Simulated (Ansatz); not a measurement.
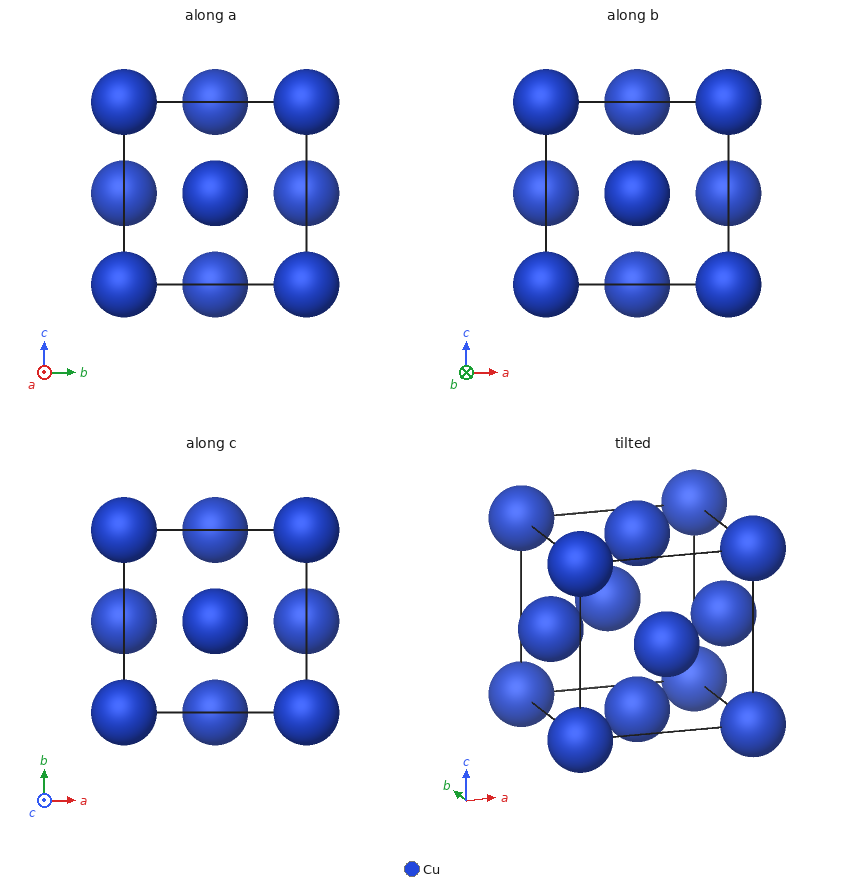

Spheres-only representation of a periodic structure, projected along the a axis, along the b axis, along the c axis and slightly off an axis. The edges of the conventional unit cell are marked.

Lattice parameters: a = 3.5173 Å, b = 3.5173 Å, c = 3.5173 Å, α = 90.000°, β = 90.000°, γ = 90.000°.

Question: Reconstruct the structure as a CIF in P1 with every atom of the cell.

Answer:
```cif
data_structure
_symmetry_space_group_name_H-M 'P 1'
_symmetry_Int_Tables_number 1
_cell_length_a 3.5173
_cell_length_b 3.5173
_cell_length_c 3.5173
_cell_angle_alpha 90.000
_cell_angle_beta 90.000
_cell_angle_gamma 90.000
_cell_volume 43.52
loop_
_atom_site_label
_atom_site_type_symbol
_atom_site_fract_x
_atom_site_fract_y
_atom_site_fract_z
_atom_site_occupancy
Cu1 Cu 0.0000 0.0000 0.0000 1
Cu2 Cu 0.0000 0.5000 0.5000 1
Cu3 Cu 0.5000 0.0000 0.5000 1
Cu4 Cu 0.5000 0.5000 0.0000 1
```

The starting point was a random cell made by a generator, so it need not be a real form of the element. The cell was then strained or its atoms displaced on purpose. It was the input of a calculation with Ansatz.

At this level of theory the run's own cell isn't at rest (compressed, at 17 GPa), so its distances can differ from those at equilibrium, the more so the softer the solid.
